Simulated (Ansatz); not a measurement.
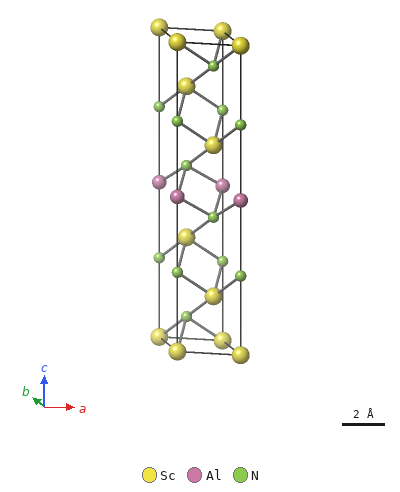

The structure as given in the input (ball-and-stick view of the cell of the calculation, seen slightly off an axis). An atom can appear more than once, as a periodic image.

# Geometry relaxation of Sc5AlN6 (part 1 of 2)

- system: Sc5AlN6 (P-3m1, 12 atoms in the cell)
- method: DFT PBE, scalar-relativistic, plane waves, PAW, no spin polarisation (Ansatz 0.2.0)

The structure was made by a generator, so it may or may not be a known phase.

**What the program printed**
```
Engine: ansatz 0.2.0, x86_64-unknown-linux-gnu
Pseudopotentials: kind: paw
Pseudopotential: Sc, paw, valence charge 11, recommended cutoff 420 eV (normal), Sc.paw.azcp
Pseudopotential: Al, paw, valence charge 3, recommended cutoff 420 eV (normal), Al.paw.azcp
Pseudopotential: N, paw, valence charge 5, recommended cutoff 420 eV (normal), N.paw.azcp
Functional definition: PBE
  parameter kappa = 0.804
  parameter beta = 0.06672455060314922
  exchange = pbe_x(kappa = kappa, mu = beta*pi^2/3)
  correlation = pbe_c(beta = beta)
Crystal: 12 atoms, lattice volume = 131.765 Å³
Basis set: ecut = 420 eV, 2547 PW (Γ), exchange–correlation on 48×48×216 points (8 copies of the dense FFT grid, shifted against one another)
Bands: 56, of which v1, the nominal top of the filled ones, is band 44 counted from 1 (43 counted from 0)
Symmetry: 12 space group operations
Space group: P-3m1 (ITA 164), of the structure as read, at distance tolerance 5.1e-5 Å
k-points: 69 of 576
Non-local potential: Sc, projectors of the file, l = 0: 3, l = 1: 2, l = 2: 3, l = 3: 1
Non-local potential: Al, projectors of the file, l = 0: 2, l = 1: 2, l = 2: 1
Non-local potential: N, projectors of the file, l = 0: 2, l = 1: 2, l = 2: 1
PAW form: soft (Blöchl's): semilocal exchange-correlation on the pseudo side does not see the compensation charge
PAW one-centre angular grid: Sc, 590 points (default); XC on 64 Gauss nodes
PAW one-centre angular grid: Al, 110 points (default); XC on 64 Gauss nodes
PAW one-centre angular grid: N, 110 points (default); XC on 64 Gauss nodes
Initial density: superposition of atomic densities (neutral atoms: chi_scale 0, normalization atom), corrected by the library's trained network
Initial wavefunctions: pseudopotential atomic-orbital guess
Functional: x = pbe(κ = 0.804, μ = 0.2195149727645171), c = pbe(β = 0.06672455060314922)
SCF iter   1: F=—  HF=-13541.550126 eV  |F-HF|=—  |Δ(HF+E_count)|=         —  Δρ=2.51e-3  dr2=7.98e-2  ethr=1.77e-3  ⟨swp⟩=5.3  Hψ=14655  notcnv=0  defer=27
preconditioner: auto → Resta (q_TF=auto, 2.551 Å⁻¹)  ε∞=3.7  [insulator: Δε(μ)=0.209 eV  Ē_g=17.305 eV  σ=0.010 eV  W_gap=1.00  n_scr=42 (ndim 8)  ℏωp=28.6 eV  f_vac=0.000  D(μ)=0.00/eV (n_scr^D=0)  ε∞_Penn≈3.7]
SCF iter   2: F=—  HF=-13541.538952 eV  |F-HF|=—  |Δ(HF+E_count)|=   1.12e-2  Δρ=1.90e-3  dr2=6.64e-3  ethr=9.07e-5  ⟨swp⟩=2.7  Hψ=5641  notcnv=0  defer=443
SCF iter   3: F=—  HF=-13541.538027 eV  |F-HF|=—  |Δ(HF+E_count)|=   9.26e-4  Δρ=6.64e-4  dr2=8.81e-4  ethr=7.55e-6  ⟨swp⟩=2.0  Hψ=5463  notcnv=0  defer=443
SCF iter   4: F=—  HF=-13541.537926 eV  |F-HF|=—  |Δ(HF+E_count)|=   1.01e-4  Δρ=2.97e-4  dr2=1.29e-4  ethr=1.00e-6  ⟨swp⟩=2.0  Hψ=4953  notcnv=0  defer=443
SCF iter   5: F=—  HF=-13541.537913 eV  |F-HF|=—  |Δ(HF+E_count)|=   1.29e-5  Δρ=1.04e-4  dr2=1.35e-5  ethr=1.47e-7  ⟨swp⟩=2.0  Hψ=5077  notcnv=0  defer=443
SCF iter   6: F=—  HF=-13541.537922 eV  |F-HF|=—  |Δ(HF+E_count)|=   9.54e-6  Δρ=3.81e-5  dr2=1.89e-6  ethr=1.53e-8  ⟨swp⟩=2.0  Hψ=5208  notcnv=0  defer=443
SCF iter   7: F=—  HF=-13541.537922 eV  |F-HF|=—  |Δ(HF+E_count)|=   3.64e-8  Δρ=1.21e-5  dr2=1.08e-7  ethr=2.14e-9  ⟨swp⟩=2.0  Hψ=4923  notcnv=0  defer=443
SCF iter   8: F=-13541.537922 eV  HF=-13541.537922 eV  |F-HF|=7.49e-9  |Δ(HF+E_count)|=   6.61e-8  Δρ=3.78e-6  dr2=2.00e-8  ethr=1.14e-10  ⟨swp⟩=10.9  Hψ=15167  notcnv=0
SCF 1 converged in 8 iterations: F = -13541.537922 eV  dr2 = 2.00e-8
  greatest PAW one-centre occupation: 0.998 electrons in one spin orbital (limit 2), on the Sc atom at site 2 (counted from 0), in its partial waves of l = 0
relax step   1: F+E_penalty+E_count = -13541.53792248 eV  Δ(F+E_penalty+E_count) = +0.000e0 eV  max|allowed force component| = 5.580e-3 eV/Å  Δτ_max = 0.0000 Å  P = -0.003 GPa  Ω = 131.765 Å³  (8 SCF iters, dr2 threshold 1.00e-7 eV, accepted)
Crystal: 12 atoms, lattice volume = 131.762 Å³
Initial density: handed on by an earlier stage of this run
Initial wavefunctions: those handed on with the density
iter 1 solved again at ethr=8.58e-10 eV; its pass at ethr=3.10e-3 eV (dr2=7.55e-7 eV) is discarded
SCF iter   1: F=—  HF=-13541.537924 eV  |F-HF|=—  |Δ(HF+E_count)|=         —  Δρ=1.81e-5  dr2=7.61e-7  ethr=8.58e-10  ⟨swp⟩=2.9  Hψ=13445  notcnv=0
preconditioner: auto → Resta (q_TF=auto, 2.551 Å⁻¹)  ε∞=3.7  [insulator: Δε(μ)=0.143 eV  Ē_g=17.291 eV  σ=0.010 eV  W_gap=1.00  n_scr=42 (ndim 8)  ℏωp=28.6 eV  f_vac=0.000  D(μ)=0.00/eV (n_scr^D=0)  ε∞_Penn≈3.7]
SCF iter   2: F=—  HF=-13541.537933 eV  |F-HF|=—  |Δ(HF+E_count)|=   8.41e-6  Δρ=8.15e-6  dr2=7.02e-8  ethr=8.58e-10  ⟨swp⟩=2.0  Hψ=5106  notcnv=0
SCF iter   3: F=—  HF=-13541.537933 eV  |F-HF|=—  |Δ(HF+E_count)|=   1.31e-8  Δρ=3.54e-6  dr2=1.14e-8  ethr=7.97e-11  ⟨swp⟩=2.0  Hψ=5075  notcnv=0
SCF iter   4: F=-13541.537933 eV  HF=-13541.537933 eV  |F-HF|=6.55e-10  |Δ(HF+E_count)|=   1.39e-9  Δρ=7.91e-7  dr2=1.12e-9  ethr=2.21e-12  ⟨swp⟩=10.5  Hψ=17267  notcnv=0
SCF 2 converged in 4 iterations: F = -13541.537933 eV  dr2 = 1.12e-9
relax step   2: F+E_penalty+E_count = -13541.53793274 eV  Δ(F+E_penalty+E_count) = -1.026e-5 eV  max|allowed force component| = 7.124e-4 eV/Å  Δτ_max = 0.0002 Å  P = +0.001 GPa  Ω = 131.762 Å³  energy of the carried Pulay correction = +7.420e-6 eV  (4 SCF iters, dr2 threshold 1.95e-9 eV, accepted)
iter 1 solved again at ethr=5.89e-11 eV; its pass at ethr=3.10e-3 eV (dr2=5.18e-8 eV) is discarded
SCF iter   1: F=—  HF=-13541.537923 eV  |F-HF|=—  |Δ(HF+E_count)|=         —  Δρ=6.50e-6  dr2=5.54e-8  ethr=5.89e-11  ⟨swp⟩=3.2  Hψ=14664  notcnv=0
preconditioner: auto → Resta (q_TF=auto, 2.551 Å⁻¹)  ε∞=3.7  [insulator: Δε(μ)=0.144 eV  Ē_g=17.291 eV  σ=0.010 eV  W_gap=1.00  n_scr=42 (ndim 8)  ℏωp=28.6 eV  f_vac=0.000  D(μ)=0.00/eV (n_scr^D=0)  ε∞_Penn≈3.7]
SCF iter   2: F=—  HF=-13541.537932 eV  |F-HF|=—  |Δ(HF+E_count)|=   8.61e-6  Δρ=3.37e-6  dr2=1.27e-8  ethr=5.89e-11  ⟨swp⟩=2.0  Hψ=6225  notcnv=0
SCF iter   3: F=—  HF=-13541.537932 eV  |F-HF|=—  |Δ(HF+E_count)|=  2.67e-10  Δρ=1.65e-6  dr2=3.84e-9  ethr=1.44e-11  ⟨swp⟩=2.0  Hψ=5155  notcnv=0
SCF iter   4: F=—  HF=-13541.537932 eV  |F-HF|=—  |Δ(HF+E_count)|=  9.28e-11  Δρ=4.85e-7  dr2=2.87e-10  ethr=4.36e-12  ⟨swp⟩=2.0  Hψ=5508  notcnv=0
SCF iter   5: F=-13541.537932 eV  HF=-13541.537932 eV  |F-HF|=1.46e-11  |Δ(HF+E_count)|=  3.64e-12  Δρ=1.63e-7  dr2=3.65e-11  ethr=1.00e-12  ⟨swp⟩=5.3  Hψ=12544  notcnv=0
SCF 3 converged in 5 iterations: F = -13541.537932 eV  dr2 = 3.65e-11
relax step   3: F+E_penalty+E_count = -13541.53793163 eV  Δ(F+E_penalty+E_count) = +1.105e-6 eV  max|allowed force component| = 6.164e-4 eV/Å  Δτ_max = 0.0001 Å  P = +0.001 GPa  Ω = 131.762 Å³  energy of the carried Pulay correction = +6.365e-6 eV  (5 SCF iters, dr2 threshold 2.82e-10 eV, accepted)
Initial wavefunctions: pseudopotential atomic-orbital guess (no wavefunctions were taken with the density)
iter 1 solved again at ethr=5.09e-9 eV; its pass at ethr=3.10e-3 eV (dr2=4.48e-6 eV) is discarded
SCF iter   1: F=—  HF=-13541.537935 eV  |F-HF|=—  |Δ(HF+E_count)|=         —  Δρ=1.13e-6  dr2=5.98e-10  ethr=5.09e-9  ⟨swp⟩=4.6  Hψ=27631  notcnv=0
SCF iter   2: F=—  HF=-13541.537943 eV  |F-HF|=—  |Δ(HF+E_count)|=   8.95e-6  Δρ=5.28e-7  dr2=2.12e-10  ethr=1.00e-12  ⟨swp⟩=3.1  Hψ=8135  notcnv=0
SCF iter   3: F=—  HF=-13541.537943 eV  |F-HF|=—  |Δ(HF+E_count)|=  7.28e-12  Δρ=3.26e-7  dr2=6.16e-11  ethr=1.00e-12  ⟨swp⟩=1.0  Hψ=3864  notcnv=0
SCF iter   4: F=—  HF=-13541.537943 eV  |F-HF|=—  |Δ(HF+E_count)|=  2.18e-11  Δρ=1.90e-7  dr2=2.11e-11  ethr=1.00e-12  ⟨swp⟩=1.0  Hψ=3864  notcnv=0
SCF iter   5: F=-13541.537943 eV  HF=-13541.537943 eV  |F-HF|=3.64e-12  |Δ(HF+E_count)|=  1.27e-11  Δρ=6.01e-8  dr2=2.99e-12  ethr=1.00e-12  ⟨swp⟩=4.2  Hψ=14823  notcnv=0
SCF 4 converged in 5 iterations: F = -13541.537943 eV  dr2 = 2.99e-12
relax step   4: F+E_penalty+E_count = -13541.53794348 eV  Δ(F+E_penalty+E_count) = -1.185e-5 eV  max|allowed force component| = 6.148e-4 eV/Å  Δτ_max = 0.0000 Å  P = +0.001 GPa  Ω = 131.762 Å³  stress off target by 1.10e-2 GPa  SCF on the basis re-selected at this cell (its energy is not comparable with the rows above)  (5 SCF iters)
basis re-selected at this cell: Δ(F+E_penalty+E_count) = -1.185e-5 eV, ΔP = -0.000 GPa vs the last step (what re-selecting the basis moved, of the pressure what is left beyond the Pulay correction that the steps carried, after the strain that the cell walked since its last selection, with what the two solves' SCF thresholds leave and, on support functions, any second-order correction that the steps lacked; it is no measure of the basis error at this ecutwfc). This SCF's stress stands 1.10e-2 GPa from its target on what of the cell is left free (relax.cell.stress_tol is 1.00e-2 GPa) and its largest allowed force component is 6.15e-4 eV/Å (relax.f_tol is 1.00e-3 eV/Å): not within both, so this SCF does not close the relaxation
Crystal: 12 atoms, lattice volume = 131.763 Å³
iter 1 solved again at ethr=1.37e-11 eV; its pass at ethr=3.10e-3 eV (dr2=1.20e-8 eV) is discarded
SCF iter   1: F=—  HF=-13541.537934 eV  |F-HF|=—  |Δ(HF+E_count)|=         —  Δρ=3.29e-6  dr2=1.26e-8  ethr=1.37e-11  ⟨swp⟩=3.3  Hψ=14587  notcnv=0
SCF iter   2: F=—  HF=-13541.537943 eV  |F-HF|=—  |Δ(HF+E_count)|=   8.60e-6  Δρ=1.80e-6  dr2=3.17e-9  ethr=1.37e-11  ⟨swp⟩=2.0  Hψ=6900  notcnv=0
SCF iter   3: F=—  HF=-13541.537943 eV  |F-HF|=—  |Δ(HF+E_count)|=  1.56e-10  Δρ=5.90e-7  dr2=6.11e-10  ethr=3.60e-12  ⟨swp⟩=2.0  Hψ=5517  notcnv=0
SCF iter   4: F=-13541.537943 eV  HF=-13541.537943 eV  |F-HF|=1.64e-11  |Δ(HF+E_count)|=  2.00e-11  Δρ=2.53e-7  dr2=6.47e-11  ethr=1.00e-12  ⟨swp⟩=4.2  Hψ=11148  notcnv=0
SCF 5 converged in 4 iterations: F = -13541.537943 eV  dr2 = 6.47e-11
relax step   5: F+E_penalty+E_count = -13541.53794251 eV  Δ(F+E_penalty+E_count) = +9.659e-7 eV  max|allowed force component| = 3.221e-5 eV/Å  Δτ_max = 0.0000 Å  P = +0.000 GPa  Ω = 131.763 Å³  energy of the carried Pulay correction = -1.253e-6 eV  (4 SCF iters, dr2 threshold 3.05e-10 eV, accepted)
iter 1 solved again at ethr=5.11e-9 eV; its pass at ethr=3.10e-3 eV (dr2=4.50e-6 eV) is discarded
SCF iter   1: F=—  HF=-13541.537915 eV  |F-HF|=—  |Δ(HF+E_count)|=         —  Δρ=1.31e-6  dr2=8.34e-10  ethr=5.11e-9  ⟨swp⟩=4.6  Hψ=27633  notcnv=0
SCF iter   2: F=—  HF=-13541.537924 eV  |F-HF|=—  |Δ(HF+E_count)|=   8.78e-6  Δρ=6.05e-7  dr2=2.13e-10  ethr=1.00e-12  ⟨swp⟩=3.1  Hψ=8136  notcnv=0
SCF iter   3: F=—  HF=-13541.537924 eV  |F-HF|=—  |Δ(HF+E_count)|=  5.82e-11  Δρ=3.82e-7  dr2=5.69e-11  ethr=1.00e-12  ⟨swp⟩=1.0  Hψ=3864  notcnv=0
SCF iter   4: F=—  HF=-13541.537924 eV  |F-HF|=—  |Δ(HF+E_count)|=  8.19e-11  Δρ=1.45e-7  dr2=2.29e-11  ethr=1.00e-12  ⟨swp⟩=1.0  Hψ=3864  notcnv=0
SCF iter   5: F=-13541.537924 eV  HF=-13541.537924 eV  |F-HF|=3.64e-12  |Δ(HF+E_count)|=  3.64e-12  Δρ=3.33e-8  dr2=1.85e-12  ethr=1.00e-12  ⟨swp⟩=4.3  Hψ=14846  notcnv=0
SCF 6 converged in 5 iterations: F = -13541.537924 eV  dr2 = 1.85e-12
relax step   6: F+E_penalty+E_count = -13541.53792351 eV  Δ(F+E_penalty+E_count) = +1.900e-5 eV  max|allowed force component| = 3.252e-5 eV/Å  Δτ_max = 0.0000 Å  P = +0.000 GPa  Ω = 131.763 Å³  stress off target by 5.11e-4 GPa  SCF on the basis re-selected at this cell (its energy is not comparable with the rows above)  (5 SCF iters)
```

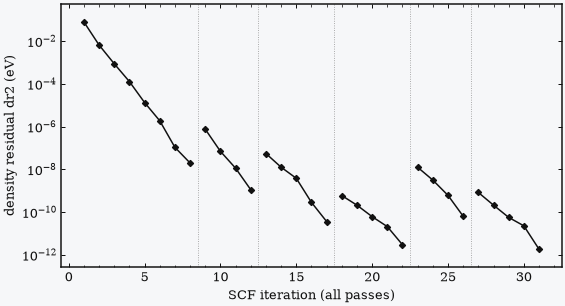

Convergence of the self-consistent field: density residual dr2 against the SCF iteration. The dotted lines part the SCF passes of the relaxation: geometry steps, rejected trials and re-solves on a re-selected basis. The 6 passes take 4 to 8 iterations each, 31 in all.

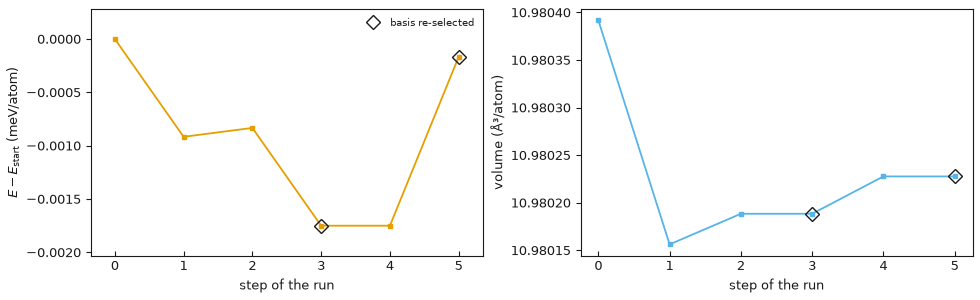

Progress of the relaxation, step by step (the first geometry is step 0 here and step 1 in the log). Over 3 geometry steps the energy falls by next to nothing (0.0 meV per atom). Largest force component: 0.0056 eV/Å at the start, under 0.0001 eV/Å at the end. Pressure: 0.00 GPa at the start and 0.00 GPa at the end. 1 further SCF at an unchanged geometry re-selected the plane-wave basis for the new cell. No atom moves by more than 0.005 Å. The lattice vectors keep their values. The space group stays P-3m1 (No. 164). The energy change given includes the shifts at the re-selections in mid-walk, which come without any move. A last SCF at the same geometry on a re-selected plane-wave basis shifts the energy by +0.0 meV per atom.

```
basis re-selected at this cell: Δ(F+E_penalty+E_count) = +1.900e-5 eV, ΔP = -0.000 GPa vs the last step (what re-selecting the basis moved, of the pressure what is left beyond the Pulay correction that the steps carried, after the strain that the cell walked since its last selection, with what the two solves' SCF thresholds leave and, on support functions, any second-order correction that the steps lacked; it is no measure of the basis error at this ecutwfc). This SCF's stress stands 5.11e-4 GPa from its target on what of the cell is left free (relax.cell.stress_tol is 1.00e-2 GPa) and its largest allowed force component is 3.25e-5 eV/Å (relax.f_tol is 1.00e-3 eV/Å): within both
SCF converged after 5 iterations
Free energy (F): -13541.537924 eV
Harris-Foulkes:  -13541.537924 eV  (|F-HF|=3.64e-12)
Internal energy: -13541.537924 eV  (E = F + TS)
E sigma→0 (E₀):  -13541.537924 eV
Fermi energy:    12.428274 eV
--- Per-component energies (eV) ---
  E_band       = -457.573809
  E_kinetic    = 2133.080059
  E_local      = -4903.714509  (includes V_loc(G=0)·N_el)
  E_nonlocal   = 678.997979
  E_hartree    = 1738.411120
  E_xc         = -937.090680
  E_vxc        = -1153.619640  (∫ρ·V_xc dr)
  E_paw        = -6002.075830  (= ΣΔE_a)
  E_vpaw       = -689.140534  (= ΣTr[D̂ρ^β])
  E_aug_tail   = 0.000590  (compensation charges beyond the density's cutoff)
  E_ewald      = -6249.146652
  E_smearing   = -0.000000  (= −TS)
  E_closure    = 0.000000  (closes the sum)
  Σ components = -13541.537924   (vs F -13541.537924, Δ=0.00e0)
--- Forces (eV/Å), atoms counted from 1 ---
  atom   1  Sc     0.00000000    -0.00000000     0.00000380
  atom   2  Sc    -0.00000000    -0.00000000     0.00003252
  atom   3  Sc     0.00000000     0.00000000    -0.00003252
  atom   4  Sc     0.00000000     0.00000000    -0.00000380
  atom   5  Sc     0.00000000    -0.00000000     0.00000000
  atom   6  Al     0.00000000    -0.00000000     0.00000000
  atom   7  N      0.00000000    -0.00000000     0.00000878
  atom   8  N      0.00000000     0.00000000     0.00000620
  atom   9  N     -0.00000000    -0.00000000    -0.00000620
  atom  10  N     -0.00000000     0.00000000    -0.00000878
  atom  11  N     -0.00000000     0.00000000     0.00000084
  atom  12  N     -0.00000000    -0.00000000    -0.00000084
  max |Σ_I F_I| component: 1.97e-17 eV/Å
--- Stress (GPa, compression-positive) ---
        0.000511       0.000000       0.000000
        0.000000       0.000511       0.000000
        0.000000       0.000000      -0.000185
  P = ⅓ Tr σ = 0.0003 GPa (0.003 kbar)
--- Band table (eV; the first three rows and the last of 69) ---
```
